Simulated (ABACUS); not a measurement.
## Band-structure run of Ta (part 2 of 2)

The same run, continued: Ta (1 atom in the cell); Kohn-Sham DFT of a periodic cell, LDA-PW92, GBRV ultrasoft 1.5 LDA, no spin polarisation (ABACUS 3.10.1); cutoff 544.23 eV, 9×9×9 k-mesh, fermi-dirac of 0.05 eV. The structure derives from an entry of the Crystallography Open Database.

Geometry of the input (Å; fractional positions):
```
-1.6513  1.6513  1.6513
1.6513  -1.6513  1.6513
1.6513  1.6513  -1.6513
Ta 0.0000  0.0000  0.0000
```

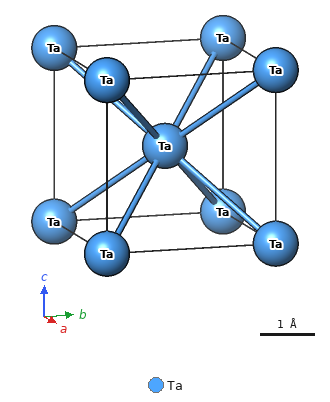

Fig. 1: The structure as given in the input (ball-and-stick view of the cell 2 times as large as that of the calculation, set on its symmetry axes, seen slightly off an axis).

Output, continued
```
 SETUP NONLOCAL PSEUDOPOTENTIALS IN PLANE WAVE BASIS
 Ta non-local projectors:
 projector 1 L=0
 projector 2 L=0
 projector 3 L=1
 projector 4 L=1
 projector 5 L=2
 projector 6 L=2
 projector 7 L=3
      TOTAL NUMBER OF NONLOCAL PROJECTORS = 25

 Init Non-Local PseudoPotential table :
 Init Non-Local-Pseudopotential done.

                                     npwx = 531

 Make real space PAO into reciprocal space.
       max mesh points in Pseudopotential = 743
     dq(describe PAO in reciprocal space) = 0.01
                                    max q = 763

 number of pseudo atomic orbitals for Ta is 5
WARNING: norm of atomic wavefunction # 3 of atomic type Ta is 0.99994, renormalized
WARNING: norm of atomic wavefunction # 4 of atomic type Ta is 0.999863, renormalized
WARNING: norm of atomic wavefunction # 5 of atomic type Ta is 0.989535, renormalized

 -------------------------------------------
 SELF-CONSISTENT
 -------------------------------------------
                                 init_chg = atomic

 PW ALGORITHM --------------- ION=   1  ELEC=   1--------------------------------

 Notice: Threshold on eigenvalues was too large.
 hsover_error=0.13 > DRHO=0.0225929
 Origin diag ethr = 0.01
 New diag ethr = 0.000173792

 Density error is 0.0227573387602
                          Error Threshold = 0.000173791754471
----------------------------------------------------------
     Energy           Rydberg                 eV
----------------------------------------------------------
 E_KohnSham     -141.9282139837      -1931.0324171416
 E_Harris       -142.7273455547      -1941.9051599590
 E_Fermi        1.3656824171         18.5810625303
----------------------------------------------------------

 PW ALGORITHM --------------- ION=   1  ELEC=   2--------------------------------

 Density error is 0.000363909920789
                          Error Threshold = 0.000175056452002
----------------------------------------------------------
     Energy           Rydberg                 eV
----------------------------------------------------------
 E_KohnSham     -141.9322185490      -1931.0869020477
 E_Harris       -141.9080194883      -1930.7576569364
 E_Fermi        1.3479795378         18.3402025012
----------------------------------------------------------

 PW ALGORITHM --------------- ION=   1  ELEC=   3--------------------------------

 Density error is 3.42511298696e-05
                          Error Threshold = 2.79930708299e-06
----------------------------------------------------------
     Energy           Rydberg                 eV
----------------------------------------------------------
 E_KohnSham     -141.9322374627      -1931.0871593812
 E_Harris       -141.9392900942      -1931.1831153559
 E_Fermi        1.3485278014         18.3476620109
----------------------------------------------------------

 PW ALGORITHM --------------- ION=   1  ELEC=   4--------------------------------

 Density error is 4.65132628417e-08
                          Error Threshold = 2.63470229766e-07
----------------------------------------------------------
     Energy           Rydberg                 eV
----------------------------------------------------------
 E_KohnSham     -141.9322381727      -1931.0871690424
 E_Harris       -141.9325226366      -1931.0910393712
 E_Fermi        1.3483032762         18.3446071882
----------------------------------------------------------

 PW ALGORITHM --------------- ION=   1  ELEC=   5--------------------------------

 Density error is 4.30309921419e-09
                          Error Threshold = 3.57794329552e-10
----------------------------------------------------------
     Energy           Rydberg                 eV
----------------------------------------------------------
 E_KohnSham     -141.9322381827      -1931.0871691781
 E_KS(sigma->0) -141.9316191160      -1931.0787463432
 E_Harris       -141.9322444248      -1931.0872541066
 E_band         -7.9443012958        -108.0877642522
 E_one_elec     -15.5054060512       -210.9618721003
 E_Hartree      14.1864310100        193.0162960199
 E_xc           -42.0642016470       -572.3128242202
 E_Ewald        -98.5478233610       -1340.8119232076
 E_entropy(-TS) -0.0012381334        -0.0168456698
 E_descf        0.0000000000         0.0000000000
 E_exx          0.0000000000         0.0000000000
 E_Fermi        1.3482986823         18.3445446851
----------------------------------------------------------

 charge density convergence is achieved
 final etot is -1931.0871692 eV
 EFERMI = 18.344544685 eV

 STATE ENERGY(eV) AND OCCUPATIONS    NSPIN == 1
 1/9 kpoint (Cartesian) = 0.0000 0.0000 0.0000 (531 pws)
       1       -48.8393     0.00274348
       2       -14.7480     0.00274348
       3       -14.7480     0.00274348
       4       -14.7480     0.00274348
       5        10.3949     0.00274348
       6        18.9702    1.01000e-08
       7        18.9702    1.01000e-08
       8        18.9702    1.01000e-08
       9        22.2248    5.42513e-37
      10        22.2248    5.42513e-37
      11        32.9688        0.00000
      12        32.9688        0.00000
      13        32.9688        0.00000
      14        44.4500        0.00000
      15        44.4500        0.00000
      16        46.2889        0.00000
      17        46.2889        0.00000

 2/9 kpoint (Cartesian) = 0.033644 -0.033644 0.0000 (527 pws)
       1       -48.8259      0.0329218
       2       -14.8962      0.0329218
       3       -14.7940      0.0329218
       4       -14.7492      0.0329218
       5        10.9347      0.0329218
       6        18.6334    0.000101620
       7        18.8430    1.54053e-06
       8        19.5074    2.61273e-12
       9        21.7656    6.34748e-32
      10        22.2321    5.62981e-36
      11        33.4113        0.00000
      12        33.9003        0.00000
      13        34.2714        0.00000
      14        41.0556        0.00000
      15        42.1757        0.00000
      16        45.7216        0.00000
      17        46.8005        0.00000

 3/9 kpoint (Cartesian) = 0.067288 -0.067288 0.0000 (529 pws)
       1       -48.7916      0.0329218
       2       -15.2601      0.0329218
       3       -14.9096      0.0329218
       4       -14.7511      0.0329218
       5        12.3038      0.0329218
       6        17.8902      0.0329181
       7        18.3045      0.0227215
       8        21.0493    1.05664e-25
       9        21.5636    3.61017e-30
      10        22.3465    5.71649e-37
      11        33.5501        0.00000
      12        35.3614        0.00000
      13        36.4027        0.00000
      14        39.2338        0.00000
      15        40.4486        0.00000
      16        42.9945        0.00000
      17        46.3244        0.00000

 4/9 kpoint (Cartesian) = 0.10093 -0.10093 0.0000 (519 pws)
       1       -48.7525      0.0329218
       2       -15.6519      0.0329218
       3       -15.0374      0.0329218
       4       -14.7526      0.0329218
       5        13.5833      0.0329218
       6        17.1785      0.0329218
       7        18.3098      0.0219672
       8        21.9949    6.47483e-34
       9        22.6729    8.35021e-40
      10        23.3473    1.15881e-45
      11        31.8134        0.00000
      12        32.6733        0.00000
      13        38.7897        0.00000
      14        39.9261        0.00000
      15        41.3155        0.00000
      16        42.3721        0.00000
      17        43.2569        0.00000

 5/9 kpoint (Cartesian) = 0.13458 -0.13458 0.0000 (520 pws)
       1       -48.7268      0.0329218
       2       -15.8969      0.0329218
       3       -15.1193      0.0329218
       4       -14.7548      0.0329218
       5        13.8989      0.0329218
       6        16.7676      0.0329218
       7        19.6152    3.02495e-13
       8        22.1645    2.17761e-35
       9        23.0532    4.15317e-43
      10        25.6189    2.15415e-65
      11        30.2863        0.00000
      12        30.3028        0.00000
      13        35.3640        0.00000
      14        40.2531        0.00000
      15        43.6654        0.00000
      16        44.7659        0.00000
      17        45.3766        0.00000

 6/9 kpoint (Cartesian) = 0.067288 -0.033644 -0.033644 (529 pws)
       1       -48.8020      0.0658436
       2       -15.1468      0.0658436
       3       -14.8475      0.0658436
       4       -14.7839      0.0658436
       5        11.9114      0.0658436
       6        18.2204      0.0607730
       7        18.2999      0.0467224
       8        20.6394    7.68579e-22
       9        21.2877    1.79588e-27
      10        22.4809    7.76554e-38
      11        34.1530        0.00000
      12        34.8803        0.00000
      13        35.7275        0.00000
      14        38.8636        0.00000
      15        41.6906        0.00000
      16        42.6242        0.00000
      17        48.6236        0.00000

[... levels at 3 further k points ...]

------------------------------------------------------------------------------------------
 TOTAL-FORCE (eV/Angstrom)
------------------------------------------------------------------------------------------
                       Ta1         0.0000000000         0.0000000000         0.0000000000
------------------------------------------------------------------------------------------

----------------------------------------------------------------
 TOTAL-STRESS (KBAR)
----------------------------------------------------------------
      -114.6556453525         0.0000000000         0.0000000000
         0.0000000000      -114.6556453525        -0.0000000000
        -0.0000000000        -0.0000000000      -114.6556453525
----------------------------------------------------------------
 TOTAL-PRESSURE: -114.655645 KBAR

 --------------------------------------------
 !FINAL_ETOT_IS -1931.0871691781219397 eV
 --------------------------------------------
```

Standard output
```
ABACUS v3.10.1

               Atomic-orbital Based Ab-initio Computation at UStc

 dft_functional readin is: LDA_X+LDA_C_PW
 dft_functional in pseudopot file is: PZ
 Please make sure this is what you need

%%%%%%%%%%%%%%%%%%%%%%%%%%%%%%%%%%%%%%%%%%%%%%%%%%%%%%%%%%%%%%%%%%%%%%%%%%%%%%%%%%%%%%%%%%%%%%%%%%%%%%%%%
 Warning: the number of valence electrons in pseudopotential > 5 for Ta: [Xe] 4f14 5d3 6s2
 Pseudopotentials with additional electrons can yield (more) accurate outcomes, but may be less efficient.
 If you're confident that your chosen pseudopotential is appropriate, you can safely ignore this warning.
%%%%%%%%%%%%%%%%%%%%%%%%%%%%%%%%%%%%%%%%%%%%%%%%%%%%%%%%%%%%%%%%%%%%%%%%%%%%%%%%%%%%%%%%%%%%%%%%%%%%%%%%%

 UNIFORM GRID DIM        : 24 * 24 * 24
 UNIFORM GRID DIM(BIG)   : 32 * 32 * 32
 UNIFORM GRID DIM(DENSE) : 32 * 32 * 32
func,idLDA_X 1
func,idLDA_C_PW 12
 ---------------------------------------------------------
 Self-consistent calculations for electrons
 ---------------------------------------------------------
 SPIN    KPOINTS         PROCESSORS  THREADS
 1       35              4           4
 ---------------------------------------------------------
 Use plane wave basis
 ---------------------------------------------------------
 ELEMENT NATOM       XC
 Ta      1
 ---------------------------------------------------------
 Initial plane wave basis and FFT box
 ---------------------------------------------------------
 -------------------------------------------
 SELF-CONSISTENT :
 -------------------------------------------
 START CHARGE      : atomic
 ITER       ETOT/eV          EDIFF/eV         DRHO     TIME/s
 DA1     -1.93103242e+03   0.00000000e+00   2.2757e-02   0.97
 DA2     -1.93108690e+03  -5.44849061e-02   3.6391e-04   0.48
 DA3     -1.93108716e+03  -2.57333461e-04   3.4251e-05   0.46
 DA4     -1.93108717e+03  -9.66118665e-06   4.6513e-08   0.48
 DA5     -1.93108717e+03  -1.35726075e-07   4.3031e-09   0.56
----------------------------------------------------------------
 TOTAL-STRESS (KBAR)
----------------------------------------------------------------
      -114.6556453525         0.0000000000         0.0000000000
         0.0000000000      -114.6556453525        -0.0000000000
        -0.0000000000        -0.0000000000      -114.6556453525
----------------------------------------------------------------
 TOTAL-PRESSURE: -114.655645 KBAR
```
